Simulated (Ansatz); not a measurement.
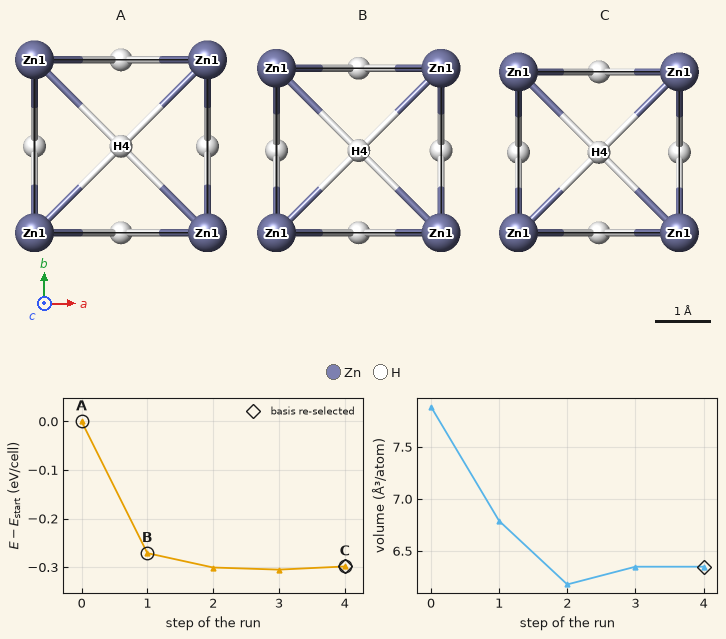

Frames of a relaxation of solid ZnH₃ (built on the Cu3Au (L1_2)_221 type) (coarse preliminary run), marked on the history of the run. The picture is a ball-and-stick view of the cell of the calculation, seen along the c axis.

Case: Cu3Au (L1_2) type (Pm-3m, No. 221).

Computed with Ansatz 0.2.0, DFT PBE, scalar-relativistic, plane waves, PAW.

Input
```yaml
crystal:
  lattice:
    - [3.1598813394, 0.0, 0.0]
    - [0.0, 3.1598813394, 0.0]
    - [0.0, 0.0, 3.1598813394]
  atoms:
    - { symbol: Zn, position: [0.0, 0.0, 0.0] }
    - { symbol: H, position: [0.0, 0.5, 0.5] }
    - { symbol: H, position: [0.5, 0.0, 0.5] }
    - { symbol: H, position: [0.5, 0.5, 0.0] }
basis:
  ecutwfc: 420
kpoints:
  mp_grid: { grid: [6, 6, 6] }
hamiltonian:
  xc: pbe
scf:
  occupations: { method: gaussian, width: 0.1 }
  lower_state_search: "off"
output:
  forces: true
  stress: true
  eigenvalues: true
relax:
  adjacent_minimum: "off"
  f_tol: 0.04
  max_steps: 70
  cell: { stress_tol: 0.4 }
```

Command:
```bash
ansatz run input.yaml --threads 1 --pin off --max-ram 2560MiB --backend cpu --events-out ev --progress --plain --runs-dir out
```

Question: Describe the path.

Answer: The atoms keep their places relative to the cell (all moves are under 0.005 Å). Cell: a = b = c 3.160 → 2.939 Å (−7.0 %). Volume −19.5 %. Among the contacts that change: Zn1–H2 2.234 → 2.078 Å. The space group stays Pm-3m (No. 221). After 3 accepted moves (4 points after the start) the energy has fallen by 0.298 eV per cell of the calculation. All forces vanish by symmetry, so only the cell relaxes. Pressure: −12.90 GPa at the start and −0.09 GPa at the end. At 1 point the geometry stayed and the basis and grid were re-selected for the new cell (energy shift of 6.5 meV per cell of the calculation at most each time). From step 0 to 1: volume −13.9 %, energy −0.271 eV per cell of the calculation. From step 1 to 4: volume −6.5 %, energy −27.4 meV per cell of the calculation.

Limits of the set-up: layers or molecules are held without a dispersion correction, so their spacing is unreliable.
